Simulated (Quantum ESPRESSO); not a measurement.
# F on fcc sites of Co(0001): a series in the coverage, part 2 of 10

Wanted: a table for F on fcc sites of Co(0001) against the coverage, and what can be fitted to it.

Quantum ESPRESSO 7.5; plane-wave DFT, PBE, GBRV ultrasoft pseudopotentials.

So far. Step 2 (Variable-cell relaxation of the reference):  The last row is no step: it is a fresh SCF in the final cell with a new plane-wave basis, +2 meV from the row before. The relaxed cell has a = 2.491, c = 4.032 Å (conventional setting).

**3. SCF with pw.x of the reference**

A bulk run at that cell gives the reference energy and levels.

The input, ref.bulk.in:

```
&control
  prefix = 'ref.bulk'
  outdir = './out'
  pseudo_dir = './pseudo'
  calculation = 'scf'
  tprnfor = .true.
/
&system
  ibrav = 0
  nat = 2
  ntyp = 1
  ecutwfc = 40
  ecutrho = 200
  occupations = 'smearing'
  smearing = 'mv'
  degauss = 0.02
  nspin = 2
  starting_magnetization(1) = 0.28
/
&electrons
  conv_thr = 1e-09
  mixing_beta = 0.4
  electron_maxstep = 120
/
ATOMIC_SPECIES
  Co  58.9332  co_pbe_v1.2.uspp.F.UPF
CELL_PARAMETERS angstrom
  2.49074849200000 0.00000000000000 0.00000000000000
  -1.24537424600000 2.15705146900000 0.00000000000000
  0.00000000000000 0.00000000000000 4.03227086300000
ATOMIC_POSITIONS crystal
  Co  0.333333333300 0.666666666700 0.250000000000
  Co  0.666666666700 0.333333333300 0.750000000000
K_POINTS automatic
  19 19 10 0 0 0
```

Command:

```bash
$ OMP_NUM_THREADS=1 mpirun -n 8 pw.x -nk 8 -in ref.bulk.in > ref.bulk.out
```

Log:

```text
[banner, memory and clock lines left out]
Program PWSCF v.7.5 starts
[citation notice left out]

[...]
Message from routine setup:
[...]
bravais-lattice index     =            0
     lattice parameter (alat)  =       4.7068  a.u.
     unit-cell volume          =     146.1964 (a.u.)^3
     number of atoms/cell      =            2
     number of atomic types    =            1
     number of electrons       =        34.00
     number of Kohn-Sham states=           21
     kinetic-energy cutoff     =      40.0000  Ry
     charge density cutoff     =     200.0000  Ry
     scf convergence threshold =      1.0E-09
     mixing beta               =       0.4000
     number of iterations used =            8  plain     mixing
     Exchange-correlation= SLA  PW   PBE  PBE
                           (   1   4   3   4   0   0   0)

[...]
PseudoPot. # 1 for Co read from file:
     ./pseudo/co_pbe_v1.2.uspp.F.UPF
     Pseudo is Ultrasoft + core correction, Zval = 17.0
     Generated by new atomic code, or converted to UPF format
     Using radial grid of  863 points,  6 beta functions with:
                l(1) =   0
                l(2) =   0
                l(3) =   1
                l(4) =   1
                l(5) =   2
                l(6) =   2
     Q(r) pseudized with  8 coefficients,  rinner =    1.200   1.200   1.200
                                                       1.200   1.200

     atomic species   valence    mass     pseudopotential
     Co               17.00    58.93320     Co( 1.00)

     Starting magnetic structure
     atomic species   magnetization
     Co              0.280

     24 Sym. Ops., with inversion, found (12 have fractional translation)

[...]
number of k points=   240  Marzari-Vanderbilt smearing, width (Ry)=  0.0200

     Number of k-points >= 100: set verbosity='high' to print them.

     Dense  grid:     6983 G-vectors     FFT dimensions: (  24,  24,  36)

     Smooth grid:     5023 G-vectors     FFT dimensions: (  20,  20,  32)

     Check: negative core charge=   -0.000062
     Generating pointlists ...
     new r_m :   0.4101 (alat units)  1.9304 (a.u.) for type    1

     Initial potential from superposition of free atoms

     starting charge      32.0000, renormalised to      34.0000
     Starting wfcs are   26 randomized atomic wfcs

     per-process dynamical memory:    24.4 Mb

     Self-consistent Calculation

     iteration #  1     ecut=    40.00 Ry     beta= 0.40
     Davidson diagonalization with overlap
     ethr =  1.00E-02,  avg # of iterations =  2.4

     total energy              =    -592.81053817 Ry
     estimated scf accuracy    <      13.55978879 Ry

     total magnetization       =     4.18 Bohr mag/cell
     absolute magnetization    =     4.34 Bohr mag/cell

     iteration #  2     ecut=    40.00 Ry     beta= 0.40
[...]
total energy              =    -596.19582385 Ry
     estimated scf accuracy    <       4.08597844 Ry

     total magnetization       =     3.12 Bohr mag/cell
     absolute magnetization    =     3.47 Bohr mag/cell

     iteration #  3     ecut=    40.00 Ry     beta= 0.40
[...]
total energy              =    -596.95239783 Ry
     estimated scf accuracy    <       0.10233461 Ry

     total magnetization       =     3.94 Bohr mag/cell
     absolute magnetization    =     4.31 Bohr mag/cell

     iteration #  4     ecut=    40.00 Ry     beta= 0.40
[...]
total energy              =    -596.97450724 Ry
     estimated scf accuracy    <       0.02725116 Ry

     total magnetization       =     3.50 Bohr mag/cell
     absolute magnetization    =     3.94 Bohr mag/cell

     iteration #  5     ecut=    40.00 Ry     beta= 0.40
[...]
total energy              =    -596.97604019 Ry
     estimated scf accuracy    <       0.00875376 Ry

     total magnetization       =     3.41 Bohr mag/cell
     absolute magnetization    =     3.84 Bohr mag/cell

     iteration #  6     ecut=    40.00 Ry     beta= 0.40
[...]
total energy              =    -596.97754245 Ry
     estimated scf accuracy    <       0.00045072 Ry

     total magnetization       =     3.32 Bohr mag/cell
     absolute magnetization    =     3.72 Bohr mag/cell

[...]
iteration # 10     ecut=    40.00 Ry     beta= 0.40
[...]
total energy              =    -596.97768817 Ry
     estimated scf accuracy    <       0.00000010 Ry

     total magnetization       =     3.29 Bohr mag/cell
     absolute magnetization    =     3.66 Bohr mag/cell

     iteration # 11     ecut=    40.00 Ry     beta= 0.40
[...]
total energy              =    -596.97768821 Ry
     estimated scf accuracy    <       0.00000001 Ry

     total magnetization       =     3.29 Bohr mag/cell
     absolute magnetization    =     3.66 Bohr mag/cell

     iteration # 12     ecut=    40.00 Ry     beta= 0.40
[...]
total energy              =    -596.97768822 Ry
     estimated scf accuracy    <          5.5E-09 Ry

     total magnetization       =     3.29 Bohr mag/cell
     absolute magnetization    =     3.66 Bohr mag/cell

     iteration # 13     ecut=    40.00 Ry     beta= 0.40
[...]
Magnetic moment per site  (integrated on atomic sphere of radius R)
     atom   1 (R=0.410)  charge= 15.5879  magn=  1.7295
     atom   2 (R=0.410)  charge= 15.5879  magn=  1.7295

[...]
End of self-consistent calculation

     Number of k-points >= 100: set verbosity='high' to print the bands.

     the Fermi energy is    18.5222 ev

!    total energy              =    -596.97768822 Ry
     estimated scf accuracy    <          3.7E-10 Ry
     smearing contrib. (-TS)   =       0.00107245 Ry
     internal energy E=F+TS    =    -596.97876067 Ry

     The total energy is F=E-TS. E is the sum of the following terms:
     one-electron contribution =    -308.79640035 Ry
     hartree contribution      =     176.43422551 Ry
     xc contribution           =     -65.36948762 Ry
     ewald contribution        =    -399.24709822 Ry

     total magnetization       =     3.29 Bohr mag/cell
     absolute magnetization    =     3.66 Bohr mag/cell

     convergence has been achieved in  13 iterations

     Forces acting on atoms (cartesian axes, Ry/au):

     atom    1 type  1   force =    -0.00000000   -0.00000000    0.00000000
     atom    2 type  1   force =     0.00000000    0.00000000    0.00000000

     Total force =     0.000000     Total SCF correction =     0.000000

[...]
```

Run time: 12 s. Hardware: 8 MPI ranks of Arm Neoverse V1, shared host; peak memory 0.47 GiB; 92 s of CPU time.

This step gave:

| Property | Result |
| --- | --- |
| free energy | -8122.2952 eV |
| site moments | 1.730, 1.730 μB |

**4. Relaxing the ions of the reference**

The free molecule gives the reference for adsorption energies.

System of this step: F2 molecule in a box. The cell holds 2 atoms: 2 F. Cell: a = 11.000 Å, b = 11.500 Å, c = 13.000 Å, α = 90.0°, β = 90.0°, γ = 90.0°. Vacuum lies along a, b and c.

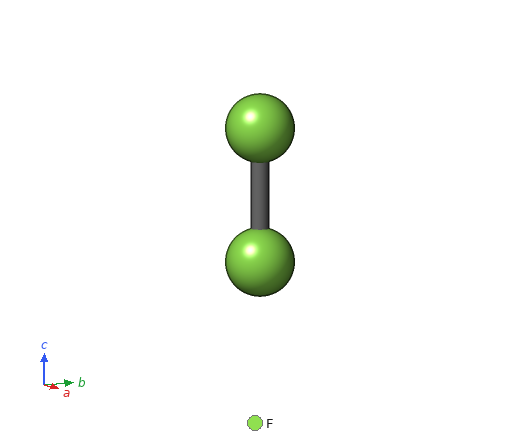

The cell of this step (fluorine green).

The input, ref.gas.in:

```
&control
  prefix = 'ref.gas'
  outdir = './out'
  pseudo_dir = './pseudo'
  nstep = 40
  forc_conv_thr = 0.001
  calculation = 'relax'
/
&system
  ibrav = 0
  nat = 2
  ntyp = 1
  ecutwfc = 40
  ecutrho = 200
  occupations = 'smearing'
  smearing = 'gaussian'
  degauss = 0.002
/
&electrons
  conv_thr = 1e-07
  mixing_beta = 0.4
  electron_maxstep = 120
/
&ions
/
ATOMIC_SPECIES
  F   18.9984  f_pbe_v1.4.uspp.F.UPF
CELL_PARAMETERS angstrom
  11.00000000000000 0.00000000000000 0.00000000000000
  0.00000000000000 11.50000000000000 0.00000000000000
  0.00000000000000 0.00000000000000 13.00000000000000
ATOMIC_POSITIONS crystal
  F   0.500000000000 0.500000000000 0.445384615385
  F   0.500000000000 0.500000000000 0.554615384615
K_POINTS automatic
  1 1 1 0 0 0
```

Command:

```bash
$ OMP_NUM_THREADS=1 mpirun -n 8 pw.x -nk 1 -in ref.gas.in > ref.gas.out
```

Log:

```text
[banner, memory and clock lines left out]
Program PWSCF v.7.5 starts

          URL

     Message from routine setup:
     using ibrav=0 with symmetry is DISCOURAGED, use correct ibrav instead

     bravais-lattice index     =            0
     lattice parameter (alat)  =      20.7870  a.u.
     unit-cell volume          =   11097.6361 (a.u.)^3
     number of atoms/cell      =            2
     number of atomic types    =            1
     number of electrons       =        14.00
     number of Kohn-Sham states=           11
     kinetic-energy cutoff     =      40.0000  Ry
     charge density cutoff     =     200.0000  Ry
     scf convergence threshold =      1.0E-07
     mixing beta               =       0.4000
     number of iterations used =            8  plain     mixing
     energy convergence thresh.=      1.0E-04
     force convergence thresh. =      1.0E-03
     Exchange-correlation=  SLA  PW   PBX  PBC
                           (   1   4   3   4   0   0   0)
     nstep                     =           40

     celldm(1)=  20.786987  celldm(2)=   0.000000  celldm(3)=   0.000000
     celldm(4)=   0.000000  celldm(5)=   0.000000  celldm(6)=   0.000000

     crystal axes: (cart. coord. in units of alat)
               a(1) = (   1.000000   0.000000   0.000000 )
               a(2) = (   0.000000   1.045455   0.000000 )
               a(3) = (   0.000000   0.000000   1.181818 )

     reciprocal axes: (cart. coord. in units 2 pi/alat)
               b(1) = (  1.000000  0.000000  0.000000 )
               b(2) = (  0.000000  0.956522  0.000000 )
               b(3) = (  0.000000  0.000000  0.846154 )

     PseudoPot. # 1 for F  read from file:
     ./pseudo/f_pbe_v1.4.uspp.F.UPF
     Pseudo is Ultrasoft, Zval =  7.0
     Generated by new atomic code, or converted to UPF format
     Using radial grid of  799 points,  4 beta functions with:
                l(1) =   0
                l(2) =   0
                l(3) =   1
                l(4) =   1
     Q(r) pseudized with  8 coefficients,  rinner =    0.950   0.950   0.950

     atomic species   valence    mass     pseudopotential
     F                 7.00    18.99840     F ( 1.00)

      8 Sym. Ops., with inversion, found

   Cartesian axes

     site n.     atom                  positions (alat units)
         1        F      tau(   1) = (   0.5000000   0.5227273   0.5263636  )
         2        F      tau(   2) = (   0.5000000   0.5227273   0.6554545  )

     number of k points=     1  Gaussian smearing, width (Ry)=  0.0020
                       cart. coord. in units 2pi/alat
        k(    1) = (   0.0000000   0.0000000   0.0000000), wk =   2.0000000

     Dense  grid:   530123 G-vectors     FFT dimensions: (  96, 100, 120)

     Smooth grid:   379275 G-vectors     FFT dimensions: (  90,  90, 100)

     Initial potential from superposition of free atoms

     negative rho (up, down):  1.872E-03 0.000E+00
     Starting wfcs are    8 randomized atomic wfcs +    3 random wfcs

     per-process dynamical memory:    43.8 Mb

     Self-consistent Calculation

     iteration #  1     ecut=    40.00 Ry     beta= 0.40
     Davidson diagonalization with overlap
     ethr =  1.00E-02,  avg # of iterations =  9.0

     Threshold (ethr) on eigenvalues was too large:
     Diagonalizing with lowered threshold

     Davidson diagonalization with overlap
     ethr =  9.62E-04,  avg # of iterations =  1.0

     negative rho (up, down):  1.235E-03 0.000E+00

     total energy              =     -96.92969173 Ry
     estimated scf accuracy    <       0.13416970 Ry

     iteration #  2     ecut=    40.00 Ry     beta= 0.40
     Davidson diagonalization with overlap
     ethr =  9.58E-04,  avg # of iterations =  1.0

     negative rho (up, down):  4.867E-03 0.000E+00

     total energy              =     -96.91580398 Ry
     estimated scf accuracy    <       0.03782067 Ry

     iteration #  3     ecut=    40.00 Ry     beta= 0.40
     Davidson diagonalization with overlap
     ethr =  2.70E-04,  avg # of iterations =  1.0

     negative rho (up, down):  4.436E-03 0.000E+00

     total energy              =     -96.91751172 Ry
     estimated scf accuracy    <       0.00104106 Ry

     iteration #  4     ecut=    40.00 Ry     beta= 0.40
     Davidson diagonalization with overlap
     ethr =  7.44E-06,  avg # of iterations =  9.0

     negative rho (up, down):  3.648E-03 0.000E+00

     total energy              =     -96.91759208 Ry
     estimated scf accuracy    <       0.00000663 Ry

     iteration #  5     ecut=    40.00 Ry     beta= 0.40
     Davidson diagonalization with overlap
     ethr =  4.74E-08,  avg # of iterations =  2.0

     negative rho (up, down):  3.412E-03 0.000E+00

     total energy              =     -96.91758919 Ry
     estimated scf accuracy    <       0.00000183 Ry

     iteration #  6     ecut=    40.00 Ry     beta= 0.40
     Davidson diagonalization with overlap
     ethr =  1.30E-08,  avg # of iterations =  2.0

     negative rho (up, down):  3.441E-03 0.000E+00

     End of self-consistent calculation

          k = 0.0000 0.0000 0.0000 ( 47391 PWs)   bands (ev):

   -33.8515 -27.6473 -15.2467 -12.7031 -12.7031  -9.3893  -9.3893  -5.8832
    -0.4120   0.4660   0.5332

     the Fermi energy is    -7.9269 ev

!    total energy              =     -96.91758704 Ry
     estimated scf accuracy    <       0.00000009 Ry
     smearing contrib. (-TS)   =      -0.00000000 Ry
     internal energy E=F+TS    =     -96.91758704 Ry

     The total energy is F=E-TS. E is the sum of the following terms:
     one-electron contribution =    -186.96521484 Ry
     hartree contribution      =      96.46087320 Ry
     xc contribution           =     -18.27339181 Ry
     ewald contribution        =      11.86014640 Ry

     convergence has been achieved in   6 iterations

     Forces acting on atoms (cartesian axes, Ry/au):

     atom    1 type  1   force =     0.00000000    0.00000000    0.00079917
     atom    2 type  1   force =     0.00000000    0.00000000   -0.00079917

     Total force =     0.001130     Total SCF correction =     0.000974
     SCF correction compared to forces is large: reduce conv_thr to get better values

     BFGS Geometry Optimization
     Energy error            =      1.3E-06 Ry
     Gradient error          =      8.0E-04 Ry/Bohr

     bfgs converged in   1 scf cycles and   0 bfgs steps
     (criteria: energy <  1.0E-04 Ry, force <  1.0E-03 Ry/Bohr)

     End of BFGS Geometry Optimization

     Final energy             =     -96.9175870436 Ry
Begin final coordinates

ATOMIC_POSITIONS (crystal)
F                0.5000000000        0.5000000000        0.4453846154
F                0.5000000000        0.5000000000        0.5546153846
End final coordinates

     XML data file, charge density, pseudopotentials, collected wavefunctions

                                        0.00s GPU  (      33 calls)
```

Wall time 2.8 s (8 MPI ranks); peak memory 0.66 GiB.

The forces lay under the threshold from the start, so no ionic step was taken.

Numbers from this step:

```
free energy  : -1318.6309 eV
Fermi energy : -7.927 eV
```

(Part 2 of 10 ends here.)

[Logs are printed without paths, hosts, clocks, repeated set-up lines and the standing remarks that a program may print on its own settings, such as how far it seeks lower states.]

[Hosts, paths, dates, database ids (printed as entryN), source tags and the programs' standing remarks are cut or masked in the printed files.]

[Maps of the electrostatic potential energy from Ansatz leave out the sawtooth potential of an applied field or a dipole correction, so their vacuum need not be flat; planar profiles and work functions include it.]
